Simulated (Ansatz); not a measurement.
# Electroresistance of ZrC/ZnO/HfC

Aim: does the conductance of ZrC/ZnO/HfC change when the barrier's polarity is reversed? The lower electrode is ZrC rock salt(111), the upper one HfC rock salt(111); the barrier is ZnO wurtzite(0001) (whole bilayers). In the first transport cell, after relaxation, the nearest pair of electrode and barrier is C–O at 1.40 Å, along the normal, at the lower face and C–Zn at 2.01 Å, along the normal, at the upper one. All share a net of side 3.31 Å, which strains the lower electrode by -0.6 %, the upper one by +0.7 % and the barrier by +0.6 %, against typed lattice constants near PBE's. The first steps treat the bulk electrodes alone.

Main program and level: Ansatz 0.2.0; PBE DFT, plane waves, PAW files, in the first sound run; inputs show where later runs differ.

### Step 1. Set-up

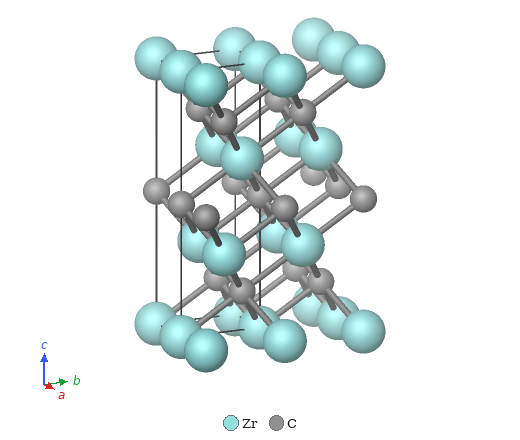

The cell as given, slightly off an axis (zirconium light teal, carbon grey). 2×2×1 cells are drawn. Bonds to atoms that aren't drawn are left out. Some periodic images of atoms are drawn too.

### Step 2. Layer spacing of the electrode, electrode ZrC rock salt(111)

The electrode is held to the junction's net and relaxed along the normal; its spacing is used for the ideal lead layers.

File input.yaml:

```yaml
crystal:
  lattice:
    - [3.31, 0.0, 0.0]
    - [-1.655, 2.8665440865, 0.0]
    - [0.0, 0.0, 8.1930630822]
  atoms:
    - { symbol: Zr, position: [0.0, 0.0, 0.0] }
    - { symbol: C, position: [0.3333333333, 0.6666666667, 0.1666666667] }
    - { symbol: Zr, position: [0.6666666667, 0.3333333333, 0.3333333333] }
    - { symbol: C, position: [0.0, 0.0, 0.5] }
    - { symbol: Zr, position: [0.3333333333, 0.6666666667, 0.6666666667] }
    - { symbol: C, position: [0.6666666667, 0.3333333333, 0.8333333333] }
kpoints:
  mp_grid: { grid: [12, 12, 4] }
scf:
  occupations: { method: fermi_dirac, width: 0.1 }
  max_iter: 150
hamiltonian:
  xc: pbe
relax:
  f_tol: 0.01
  max_steps: 40
  cell: { fix: [a, b, angles] }
```

Started as:

```bash
$ ansatz run input.yaml --threads 4 --pin off --max-ram 18432MiB --backend cpu --events-out ev --progress --plain --runs-dir out
```

Numbers of over 12 decimals in the logs are rounded to 6 here.

What it wrote:

```text
Engine: ansatz 0.2.0, aarch64-unknown-linux-gnu
Pseudopotentials: kind: paw
Pseudopotential: Zr, paw, valence charge 12, recommended cutoff 420 eV (normal), Zr.paw.azcp
Pseudopotential: C, paw, valence charge 4, recommended cutoff 420 eV (normal), C.paw.azcp
Functional definition: PBE
  parameter kappa = 0.804
  parameter beta = 0.066725
  exchange = pbe_x(kappa = kappa, mu = beta*pi^2/3)
  correlation = pbe_c(beta = beta)
Crystal: 6 atoms, lattice volume = 77.738 Å³
Basis set: ecut = 420 eV, 1539 PW (Γ), exchange–correlation on 48×48×120 points (8 copies of the dense FFT grid, shifted against one another)
Bands: 30, of which v1, the nominal top of the filled ones, is band 24 counted from 1 (23 counted from 0)
Symmetry: 36 space group operations
Space group: R-3m (ITA 166), of the structure as read, at distance tolerance 4.3e-5 Å
k-points: 69 of 576
Non-local potential: Zr, projectors of the file, l = 0: 3, l = 1: 2, l = 2: 2, l = 3: 2
Non-local potential: C, projectors of the file, l = 0: 2, l = 1: 2, l = 2: 1
PAW form: soft (Blöchl's): semilocal exchange-correlation on the pseudo side does not see the compensation charge
PAW one-centre angular grid: Zr, 590 points (default); XC on 64 Gauss nodes
PAW one-centre angular grid: C, 110 points (default); XC on 64 Gauss nodes
Initial density: superposition of atomic densities (neutral atoms: chi_scale 0, normalization atom), corrected by the library's trained network
Initial wavefunctions: pseudopotential atomic-orbital guess
Functional: x = pbe(κ = 0.804, μ = 0.219515), c = pbe(β = 0.066725)
SCF iter   1: F=—  HF=-13309.495014 eV  |F-HF|=—  |Δ(HF+E_count)|=         —  Δρ=1.26e-3  dr2=1.08e-3  ethr=1.77e-3  ⟨swp⟩=4.2  Hψ=8036  notcnv=0
preconditioner: auto → Kerker (q_TF=auto, 2.518 Å⁻¹)  [metal: Δε(μ)=0.047 eV  Ē_g=16.632 eV  σ=0.100 eV  W_gap=0.12  n_scr=24 (ndim 8)  ℏωp=27.3 eV  f_vac=0.000  D(μ)=0.89/eV (n_scr^D=2)]
SCF iter   2: F=—  HF=-13309.493276 eV  |F-HF|=—  |Δ(HF+E_count)|=   1.74e-3  Δρ=5.34e-4  dr2=7.36e-5  ethr=2.25e-6  ⟨swp⟩=2.0  Hψ=4249  notcnv=0
SCF iter   3: F=—  HF=-13309.493350 eV  |F-HF|=—  |Δ(HF+E_count)|=   7.36e-5  Δρ=2.28e-4  dr2=1.21e-5  ethr=1.53e-7  ⟨swp⟩=2.0  Hψ=2612  notcnv=0
SCF iter   4: F=—  HF=-13309.493363 eV  |F-HF|=—  |Δ(HF+E_count)|=   1.34e-5  Δρ=2.72e-5  dr2=4.63e-7  ethr=2.53e-8  ⟨swp⟩=2.9  Hψ=3563  notcnv=0
iter 5 did not close the SCF: its close was put off for the readings that it lacked (scf_convergence_deferred on its scf_iter line)
SCF iter   5: F=-13309.493363 eV  HF=-13309.493363 eV  |F-HF|=9.61e-9  |Δ(HF+E_count)|=   5.00e-9  Δρ=8.98e-6  dr2=4.26e-8  ethr=9.65e-10  ⟨swp⟩=2.0  Hψ=2875  notcnv=0
SCF iter   6: F=-13309.493363 eV  HF=-13309.493363 eV  |F-HF|=2.42e-10  |Δ(HF+E_count)|=   1.63e-8  Δρ=1.64e-6  dr2=9.11e-10  ethr=8.87e-11  ⟨swp⟩=2.0  Hψ=6660  notcnv=0
SCF 1 converged in 6 iterations: F = -13309.493363 eV  dr2 = 9.11e-10
  greatest PAW one-centre occupation: 0.996 electrons in one spin orbital (limit 2), on the Zr atom at site 4 (counted from 0), in its partial waves of l = 0
relax step   1: F+E_penalty+E_count = -13309.49336307 eV  Δ(F+E_penalty+E_count) = +0.000e0 eV  max|allowed force component| = 7.486e-26 eV/Å  Δτ_max = 0.0000 Å  P = +1.661 GPa  Ω = 77.738 Å³  fix = [a, b, alpha, beta, gamma]  reactions: a +2.746, b +2.746 GPa  (6 SCF iters, dr2 threshold 1.00e-7 eV, accepted)
Crystal: 6 atoms, lattice volume = 77.499 Å³
Basis set: ecut = 420 eV, 1515 PW (Γ), exchange–correlation on 48×48×120 points (8 copies of the dense FFT grid, shifted against one another)
Initial density: handed on by an earlier stage of this run
Initial wavefunctions: those handed on with the density
iter 1 solved again at ethr=6.34e-7 eV; its pass at ethr=3.10e-3 eV (dr2=3.04e-4 eV) is discarded
SCF iter   1: F=—  HF=-13309.493461 eV  |F-HF|=—  |Δ(HF+E_count)|=         —  Δρ=5.21e-4  dr2=2.54e-4  ethr=6.34e-7  ⟨swp⟩=2.0  Hψ=10287  notcnv=0
preconditioner: auto → Kerker (q_TF=auto, 2.519 Å⁻¹)  [metal: Δε(μ)=0.051 eV  Ē_g=16.640 eV  σ=0.100 eV  W_gap=0.13  n_scr=24 (ndim 8)  ℏωp=27.3 eV  f_vac=0.000  D(μ)=0.90/eV (n_scr^D=2)]
SCF iter   2: F=—  HF=-13309.493407 eV  |F-HF|=—  |Δ(HF+E_count)|=   5.34e-5  Δρ=1.49e-4  dr2=1.34e-5  ethr=5.30e-7  ⟨swp⟩=2.0  Hψ=2891  notcnv=0
SCF iter   3: F=—  HF=-13309.493405 eV  |F-HF|=—  |Δ(HF+E_count)|=   1.93e-6  Δρ=6.57e-5  dr2=2.34e-6  ethr=2.80e-8  ⟨swp⟩=2.3  Hψ=2700  notcnv=0
SCF iter   4: F=-13309.493405 eV  HF=-13309.493405 eV  |F-HF|=3.27e-9  |Δ(HF+E_count)|=   2.21e-7  Δρ=8.42e-6  dr2=5.02e-8  ethr=1.25e-9  ⟨swp⟩=4.0  Hψ=7287  notcnv=0
SCF 2 converged in 4 iterations: F = -13309.493405 eV  dr2 = 5.02e-8
relax step   2: F+E_penalty+E_count = -13309.49340501 eV  Δ(F+E_penalty+E_count) = -4.194e-5 eV  max|allowed force component| = 6.302e-26 eV/Å  Δτ_max = 0.0000 Å  P = +2.376 GPa  Ω = 77.499 Å³  energy of the carried Pulay correction = +2.984e-4 eV  fix = [a, b, alpha, beta, gamma]  (4 SCF iters, dr2 threshold 6.00e-7 eV, rejected (line search))
Crystal: 6 atoms, lattice volume = 77.649 Å³
iter 1 solved again at ethr=2.42e-7 eV; its pass at ethr=3.10e-3 eV (dr2=1.16e-4 eV) is discarded
SCF iter   1: F=—  HF=-13309.493638 eV  |F-HF|=—  |Δ(HF+E_count)|=         —  Δρ=3.24e-4  dr2=9.79e-5  ethr=2.42e-7  ⟨swp⟩=2.0  Hψ=10245  notcnv=0
preconditioner: auto → Kerker (q_TF=auto, 2.518 Å⁻¹)  [metal: Δε(μ)=0.053 eV  Ē_g=16.634 eV  σ=0.100 eV  W_gap=0.13  n_scr=24 (ndim 8)  ℏωp=27.3 eV  f_vac=0.000  D(μ)=0.90/eV (n_scr^D=2)]
SCF iter   2: F=—  HF=-13309.493617 eV  |F-HF|=—  |Δ(HF+E_count)|=   2.09e-5  Δρ=9.16e-5  dr2=4.94e-6  ethr=2.04e-7  ⟨swp⟩=2.0  Hψ=2891  notcnv=0
SCF iter   3: F=—  HF=-13309.493616 eV  |F-HF|=—  |Δ(HF+E_count)|=   1.10e-6  Δρ=4.00e-5  dr2=8.39e-7  ethr=1.03e-8  ⟨swp⟩=2.3  Hψ=2695  notcnv=0
SCF iter   4: F=—  HF=-13309.493616 eV  |F-HF|=—  |Δ(HF+E_count)|=   2.52e-8  Δρ=4.91e-6  dr2=1.69e-8  ethr=1.75e-9  ⟨swp⟩=2.9  Hψ=3807  notcnv=0
SCF iter   5: F=—  HF=-13309.493616 eV  |F-HF|=—  |Δ(HF+E_count)|=   1.78e-9  Δρ=9.51e-7  dr2=4.83e-10  ethr=3.53e-11  ⟨swp⟩=2.0  Hψ=2905  notcnv=0
SCF iter   6: F=-13309.493616 eV  HF=-13309.493616 eV  |F-HF|=3.64e-12  |Δ(HF+E_count)|=  8.19e-11  Δρ=1.51e-7  dr2=1.19e-11  ethr=1.00e-12  ⟨swp⟩=4.1  Hψ=7347  notcnv=0
SCF 3 converged in 6 iterations: F = -13309.493616 eV  dr2 = 1.19e-11
relax step   3: F+E_penalty+E_count = -13309.49361594 eV  Δ(F+E_penalty+E_count) = -2.529e-4 eV  max|allowed force component| = 1.213e-28 eV/Å  Δτ_max = 0.0000 Å  P = +1.927 GPa  Ω = 77.649 Å³  energy of the carried Pulay correction = +1.112e-4 eV  fix = [a, b, alpha, beta, gamma]  reactions: a +2.891, b +2.891 GPa  (6 SCF iters, accepted)
Initial wavefunctions: pseudopotential atomic-orbital guess (no wavefunctions were taken with the density)
iter 1 solved again at ethr=5.28e-8 eV; its pass at ethr=3.10e-3 eV (dr2=2.53e-5 eV) is discarded
SCF iter   1: F=—  HF=-13309.493504 eV  |F-HF|=—  |Δ(HF+E_count)|=         —  Δρ=4.70e-6  dr2=2.55e-9  ethr=5.28e-8  ⟨swp⟩=3.3  Hψ=13452  notcnv=0
eigensolver tolerance schedule: the retry pair's looser diagonalisation over-reported the residual by 9919.05 of it (diagonalisation noise at 0.20 of the residual, at the tolerance the schedule requests for it); recorded, not acted on — ethr = c·dr2/N_el stays at c = 1.0e-1
preconditioner: auto → Kerker (q_TF=auto, 2.518 Å⁻¹)  [metal: Δε(μ)=0.052 eV  Ē_g=16.635 eV  σ=0.100 eV  W_gap=0.13  n_scr=24 (ndim 8)  ℏωp=27.3 eV  f_vac=0.000  D(μ)=0.90/eV (n_scr^D=2)]
SCF iter   2: F=—  HF=-13309.493504 eV  |F-HF|=—  |Δ(HF+E_count)|=   4.36e-7  Δρ=2.53e-6  dr2=5.90e-10  ethr=5.32e-12  ⟨swp⟩=3.1  Hψ=4247  notcnv=0
SCF iter   3: F=-13309.493504 eV  HF=-13309.493504 eV  |F-HF|=3.64e-11  |Δ(HF+E_count)|=   2.39e-9  Δρ=3.19e-7  dr2=1.04e-11  ethr=1.00e-12  ⟨swp⟩=3.0  Hψ=8524  notcnv=0
SCF 4 converged in 3 iterations: F = -13309.493504 eV  dr2 = 1.04e-11
relax step   4: F+E_penalty+E_count = -13309.49350358 eV  Δ(F+E_penalty+E_count) = +1.124e-4 eV  max|allowed force component| = 8.363e-28 eV/Å  Δτ_max = 0.0000 Å  P = +1.925 GPa  Ω = 77.649 Å³  fix = [a, b, alpha, beta, gamma]  reactions: a +2.890, b +2.890 GPa  stress off target by 5.14e-3 GPa on what of the cell is left free  SCF on the basis re-selected at this cell (its energy is not comparable with the rows above)  (3 SCF iters)
basis re-selected at this cell: Δ(F+E_penalty+E_count) = +1.124e-4 eV, ΔP = -0.002 GPa vs the last step (what re-selecting the basis moved, of the pressure what is left beyond the Pulay correction that the steps carried, after the strain that the cell walked since its last selection, with what the two solves' SCF thresholds leave and, on support functions, any second-order correction that the steps lacked; it is no m [...]
SCF converged after 3 iterations
Free energy (F): -13309.493504 eV
Harris-Foulkes:  -13309.493504 eV  (|F-HF|=3.64e-11)
Internal energy: -13309.462892 eV  (E = F + TS)
E sigma→0 (E₀):  -13309.478198 eV
Entropy (-TS):   -0.030612 eV (-5.102 meV/atom)
Fermi energy:    14.931604 eV
--- Per-component energies (eV) ---
  E_band       = -143.602538
  E_kinetic    = 1268.387930
  E_local      = -1779.481890  (includes V_loc(G=0)·N_el)
  E_nonlocal   = 313.283900
  E_hartree    = 534.605539
  E_xc         = -634.556250
  E_vxc        = -758.673955  (∫ρ·V_xc dr)
  E_paw        = -9156.070534  (= ΣΔE_a)
  E_vpaw       = -256.329717  (= ΣTr[D̂ρ^β])
  E_aug_tail   = 0.000102  (compensation charges beyond the density's cutoff)
  E_ewald      = -3855.631689
  E_smearing   = -0.030612  (= −TS)
  E_closure    = -0.000000  (closes the sum)
  Σ components = -13309.493504   (vs F -13309.493504, Δ=0.00e0)
--- Forces (eV/Å), atoms counted from 1 ---
  atom   1  Zr    -0.00000000     0.00000000     0.00000000
  atom   2  C     -0.00000000     0.00000000     0.00000000
  atom   3  Zr    -0.00000000    -0.00000000    -0.00000000
  atom   4  C     -0.00000000     0.00000000     0.00000000
  atom   5  Zr    -0.00000000     0.00000000     0.00000000
  atom   6  C     -0.00000000    -0.00000000    -0.00000000
  max |Σ_I F_I| component: 1.84e-27 eV/Å
--- Stress (GPa, compression-positive) ---
        2.889760      -0.000000       0.000000
        0.000000       2.889760       0.000000
       -0.000000       0.000000      -0.005140
  P = ⅓ Tr σ = 1.9248 GPa (19.248 kbar)
--- Relaxed structure (3 steps of the walk, 2 accepted, 1 SCFs on fresh bases) ---
  F+E_penalty+E_count = -13309.49350358 eV   max|allowed force component| = 8.363e-28 eV/Å   (the final SCF, on the basis selected at the relaxed cell)
  cell:  # Å, volume = 77.6488 Å³
    - [3.310000, 0, 0]
    - [-1.655000, 2.866544, 0]
    - [0, 0, 8.183675]
  atoms:
    - { symbol: Zr, position: [0, 0, 0] }
    - { symbol: C, position: [0.333333, 0.666667, 0.166667] }
    - { symbol: Zr, position: [0.666667, 0.333333, 0.333333] }
    - { symbol: C, position: [0, 0, 0.5] }
    - { symbol: Zr, position: [0.333333, 0.666667, 0.666667] }
    - { symbol: C, position: [0.666667, 0.333333, 0.833333] }
```

It took 5.7 s on 4 threads of Arm Neoverse V2, shared host; peak memory 0.47 GiB; 22 s of CPU time.

The steps of the relaxation:

| step | energy less that of the first step (eV) | largest force component (eV/Å) | pressure (GPa) | volume (Å³) |
| --- | --- | --- | --- | --- |
| 1 | 0.0000 | 0.0000 | 1.66 | 77.74 |
| 2 | 0.0000 | 0.0000 | 2.38 | 77.50 |
| 3 | -0.0003 | 0.0000 | 1.93 | 77.65 |
| 4* | -0.0001 | 0.0000 | 1.92 | 77.65 |

Relaxation steps marked * repeat the geometry before them on a plane-wave basis chosen anew for their cell, so energy and pressure can jump there. Relaxation step 2 was tried and not accepted.

Forces are held to the 36 operations that the run works with; a distortion that breaks them can't arise in this run.

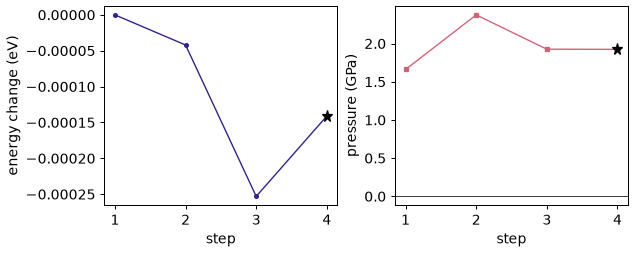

Energy and pressure along the relaxation. Stars mark steps on a basis chosen anew.

| conventional cell, symmetrised | before | after | change |
| --- | --- | --- | --- |
| a (Å) | 3.310 | 3.310 | -0.0 % |
| b (Å) | 3.310 | 3.310 | -0.0 % |
| c (Å) | 8.193 | 8.184 | -0.1 % |
| volume (Å³/atom) | 12.96 | 12.94 | -0.1 % |

The relaxed structure:

```xyz
6
Lattice="3.3100 0.0000 0.0000 -1.6550 2.8665 0.0000 0.0000 0.0000 8.1837" Properties=species:S:1:pos:R:3 pbc="T T T"
Zr    0.0000    0.0000    0.0000
C     0.0000    1.9110    1.3639
Zr    1.6550    0.9555    2.7279
C     0.0000    0.0000    4.0918
Zr    0.0000    1.9110    5.4558
C     1.6550    0.9555    6.8197
```

This step gave:

```yaml
free_energy: -13309.4935 eV
fermi_energy: 14.93 eV
pressure: 1.925 GPa
```

(Continued in part 2 of 7.)

[Logs are printed without paths, hosts, clocks, repeated set-up lines and the standing remarks that a program may print on its own settings, such as how far it seeks lower states.]

[Hosts, paths, dates, database ids (printed as entryN), source tags and the programs' standing remarks are cut or masked in the printed files.]
